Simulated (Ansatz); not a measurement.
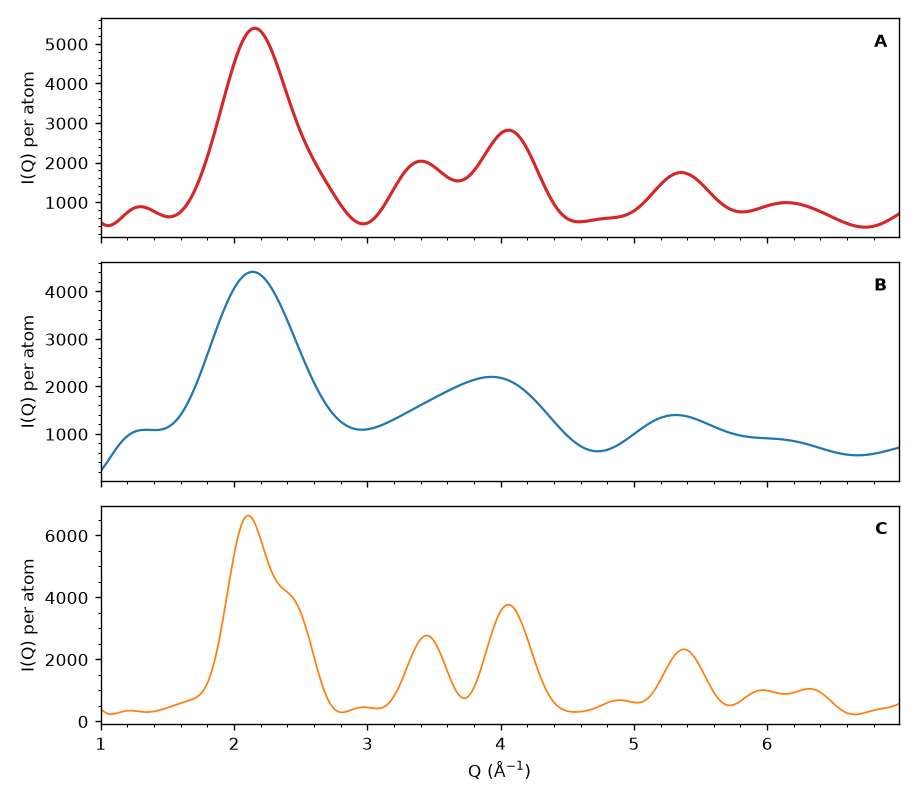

X-ray scattering of spheres cut from the crystal structure of Nd (Fm-3m, a = 5.152 Å, b = 5.152 Å, c = 5.152 Å, α = 90.00°, β = 90.00°, γ = 90.00°), calculated atom by atom with the Debye equation (B = 0.5 Å², no relaxation of the surface). Basis of the simulation: the input geometry of an electronic-structure calculation (not necessarily at equilibrium); the starting structure was generated, so it need not be a known form of this composition.

### The spheres are 10, 14 and 20 Å across. Which curve is which?

curve A: 14 Å (43 atoms); curve B: 10 Å (13 atoms); curve C: 20 Å (135 atoms). Peak widths go roughly as 2π/D, so the largest sphere has the sharpest peaks.

### Index the main peaks of the largest sphere.

Q ≈ 2.11 Å⁻¹: 111; Q ≈ 3.45 Å⁻¹: 220; Q ≈ 4.06 Å⁻¹: 311 + 222; Q ≈ 5.37 Å⁻¹: 331 + 420.
